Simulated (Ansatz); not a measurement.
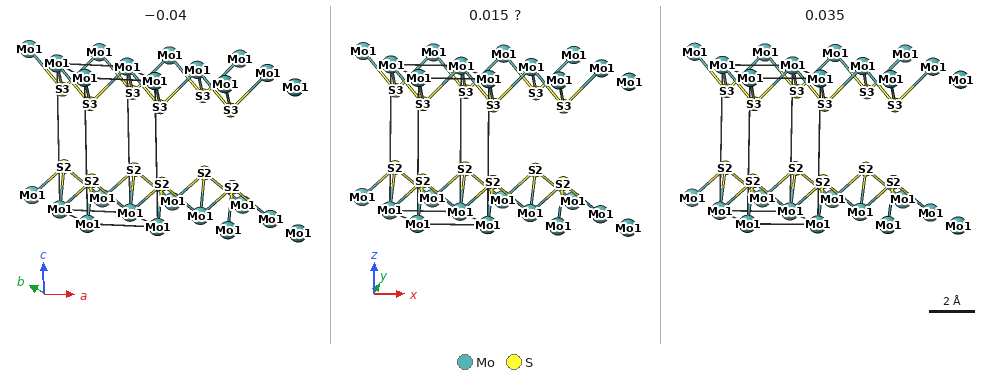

A scan of a crystal of MoS$_{2}$ (P-6m2): the cell is strained in shear in the xz plane, with the atoms kept at their fractional coordinates. x, y and z are the Cartesian axes of the input. Style: ball-and-stick. Shown: the cell of the calculation, repeated 3 × 2 × 1 with one cell outlined, slightly off an axis.

All numbers below come from DFT PBE+D3(BJ), scalar-relativistic, plane waves, PAW (Ansatz 0.2.0). Set-up: plane-wave cutoff 420 eV; k-point mesh 12 × 12 × 4; occupations gaussian; smearing width 0.05 eV; no spin polarisation. Energies (free energies at the smearing named) are counted from the relaxed crystal.

| engineering shear strain | ΔE (meV/atom) |
| --- | --- |
| −0.040 | 11.9 |
| −0.020 | 3.0 |
| 0.000 | 0.0 |
| 0.005 | 0.2 |
| 0.010 | 0.7 |
| 0.015 | ? |
| 0.025 | 4.7 |
| 0.030 | 6.7 |
| 0.035 | 9.1 |

Estimate the missing energy from the other rows, and compare with the calculation.

A straight line between the two neighbours gives 2.0 meV/atom. A cubic through the four nearest rows (0.005, 0.010, 0.025, 0.030) gives, with Lagrange weights, (−0.3000)(0.2) + (1.0000)(0.7) + (0.5000)(4.7) + (−0.2000)(6.7) = 1.6 meV/atom. The calculation gives 1.7 meV/atom, so the cubic is 0.1 meV/atom too low and the straight line 0.3 meV/atom too high, as the curve bends upwards here.

The whole profile:

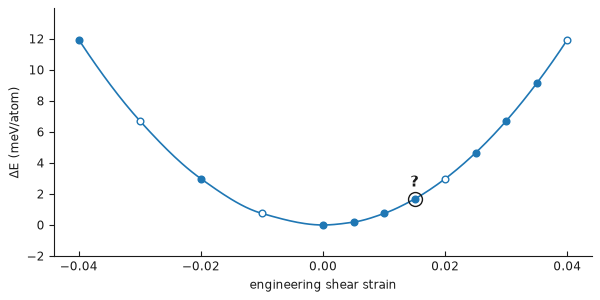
